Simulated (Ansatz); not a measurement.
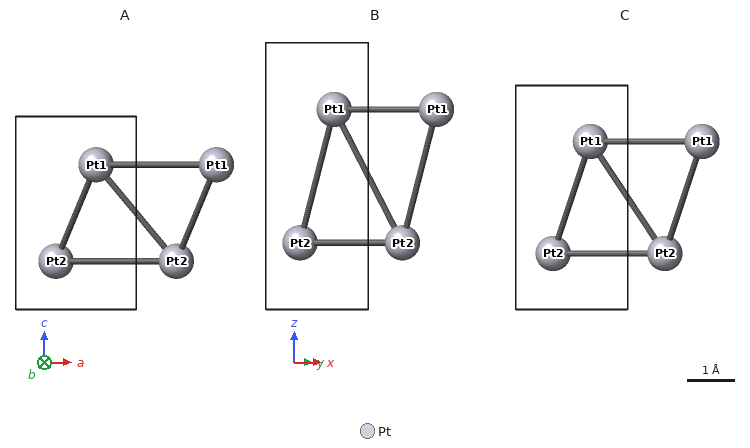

Energy scan for solid Pt (P6_3/mmc), in which the ratio of the cell's length along z to its lengths across, counted as 1 for the reference, is changed at fixed volume (a c/a path), with the atoms kept at their fractional coordinates. x, y and z are the Cartesian axes of the input. Style: ball-and-stick. Shown: the cell of the calculation, repeated 2 × 2 × 1 with one cell outlined, along the b axis.

Method: DFT r2SCAN, scalar-relativistic, plane waves, PAW (Ansatz). Settings: plane-wave cutoff 500 eV; k-point mesh 24 × 24 × 12; occupations gaussian; smearing width 0.15 eV; no spin polarisation. Energies (free energies at the smearing named) are counted from the cell as listed in its source, which wasn't relaxed.

> Order these geometries by energy, lowest first.

Lowest first: C (the relative ratio 1.00, 0 meV/atom), A (the relative ratio 0.80, 110 meV/atom), B (the relative ratio 1.30, 502 meV/atom). Over the whole scan: the lowest computed point lies at the relative ratio 1.00 (0 meV/atom). The end points stand at 110 meV/atom (0.80) and 502 meV/atom (1.30). The unrelaxed reference is under a pressure of −6.4 GPa. The distortion keeps the space group P6_3/mmc. At the relative ratio 1.30 the cell of the drawing goes a 2.761 → 2.529 Å, b 2.761 → 2.529 Å, c 4.792 → 5.708 Å.
